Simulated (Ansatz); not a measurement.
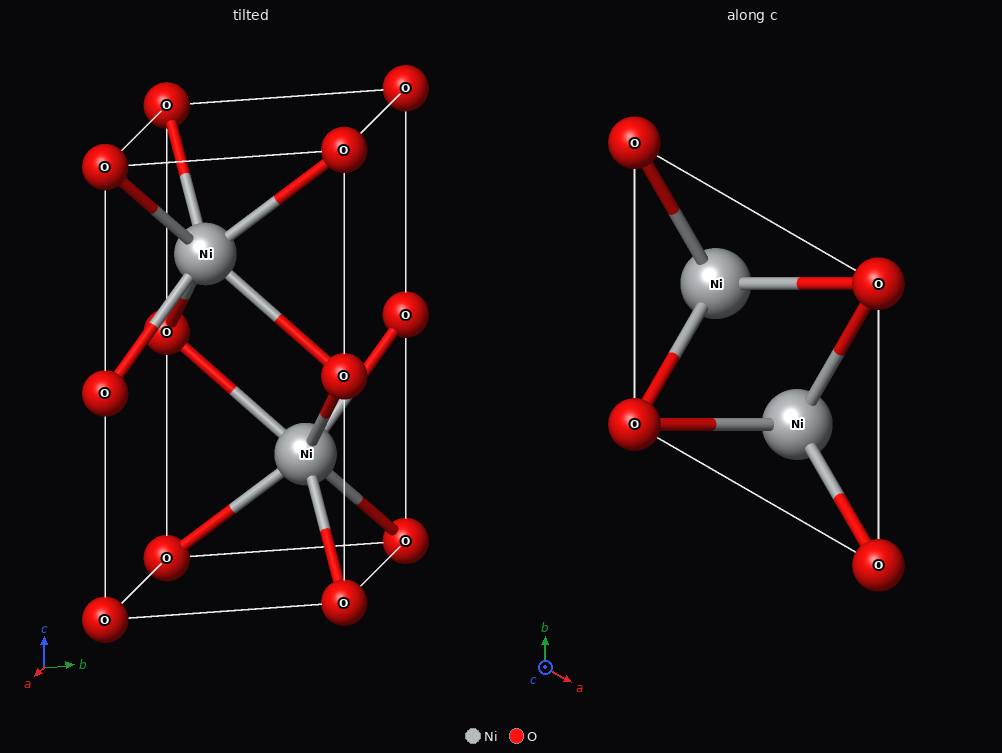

Structure drawing (ball-and-stick), viewed slightly off an axis and along the c axis. The frame is the conventional unit cell; atoms at its boundary are shown with their periodic copies. Cell: a = 2.84 Å, b = 2.84 Å, c = 5.36 Å, α = 90.00°, β = 90.00°, γ = 120.00°.

Origin of the cell: a structure type filled with these elements by a generator (whether the compound takes this form wasn't checked). Earlier steps of the study may have refined or changed the cell and positions. An electronic-structure calculation with Ansatz was run on it.

Question: Characterise what is shown.

Answer: Formula: NiO. The lattice is primitive hexagonal and the space group P6_3/mmc (No. 194). It adopts the structure known as anti-NiAs type. In the cell are 2 Ni, 2 O, which makes 2 formula units. Ni bonds to six O in a trigonal prismatic arrangement at about 2.1 Å. O sits among six Ni in a distorted octahedral arrangement at about 2.1 Å. The bonds build a three-dimensional framework.

Calculation details: Ansatz, DFT PBE, scalar-relativistic, plane waves, PAW; plane-wave cutoff 420 eV, k-grid 18×18×10, Gaussian smearing of 0.1 eV, collinear spins.

Question: Which atoms carry magnetic moments in this run, and how do they order?

Answer: The state reached is ferromagnetic. Sizes: Ni 1.4 μB; net moment 3.6 μB in the run's cell of 4 atoms.

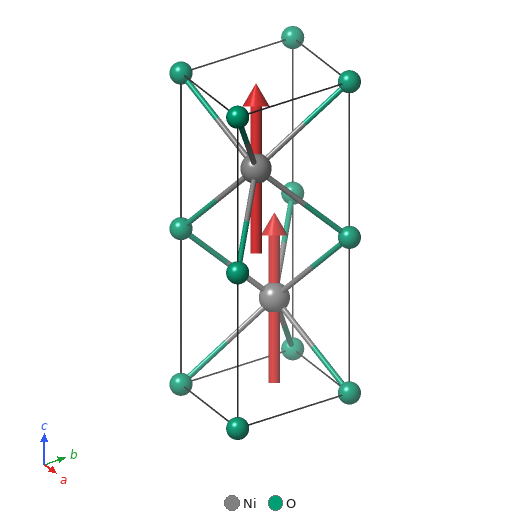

Site moments above 0.25 μB as arrows, small induced ones on non-metal atoms left out (red along the largest or up, blue against, purple across). The run's cell of 4 atoms is drawn.

Question: Is it conducting or gapped at this level?

Answer: A metal: bands cross the Fermi level.

Question: How charged are the atoms, by the Bader scheme?

Answer: Ni +1.06 e; O -1.06 e.

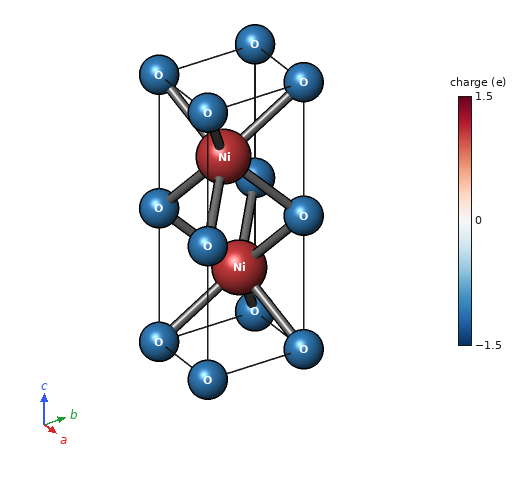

The atoms coloured by those charges. The run's cell of 4 atoms is drawn.

Question: Can this geometry be taken as optimised?

Answer: Yes. All forces vanish to within 0.01 eV/Å. The pressure is 0.0 GPa, close to zero.
